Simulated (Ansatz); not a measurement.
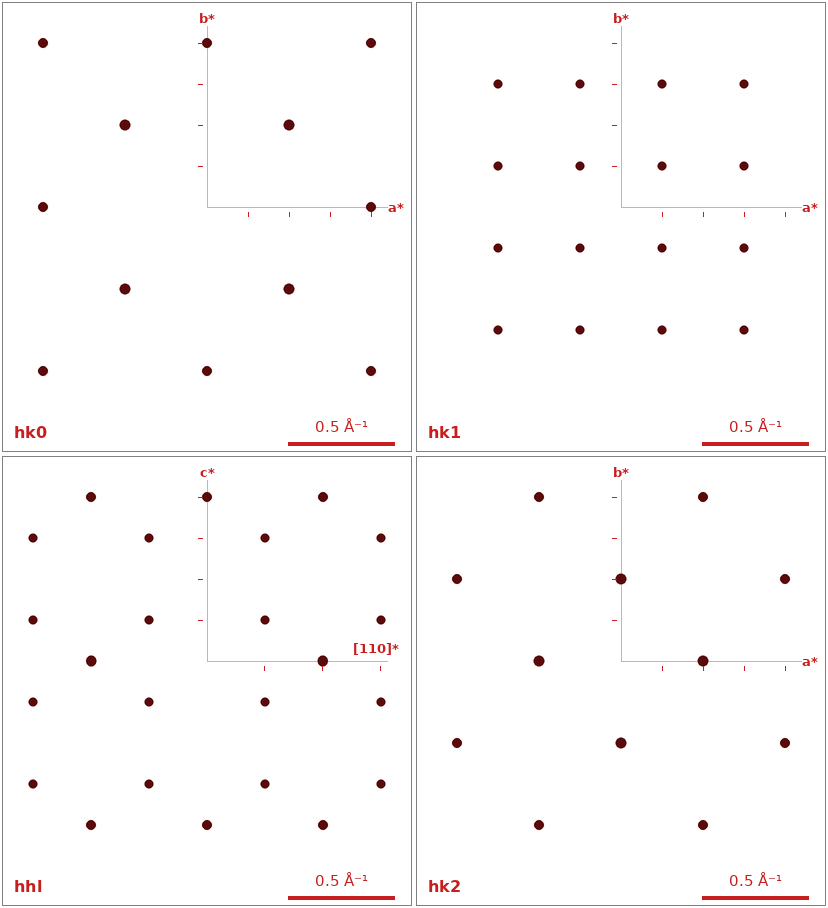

Four undistorted layers of reciprocal space, calculated for a single crystal (neutrons, kinematic |F|², B = 0.5 Å²). Tick marks count the reciprocal lattice steps of the conventional cell along each axis.

Q: Read the reciprocal cell and give the direct cell.

A: a* = 0.194, b* = 0.194, c* = 0.194 Å⁻¹; the cell is cubic with a = 5.15 Å.

Q: Which reflection conditions do the layers show?

A: Reflections are present only under these conditions. hkl: h + k = 2n, h + l = 2n; hk0: h = 2n, h + k = 4n; hhl: h + l = 2n; h00: h = 4n. The lattice is face-centred (F). Further gaps, such as 2 2 2, 4 4 2, come from atoms on special positions, not from the group's general conditions.

Q: Which space groups fit?

A: The intensities have Laue symmetry m-3m (the hk0 layer shows 4mm, hk1 shows 4mm). With these conditions only Fd-3m (No. 227) fits. The compound is Cu. Structure: the input geometry of an electronic-structure calculation (not necessarily at equilibrium); the starting structure was generated, so it need not be a known form of this composition.
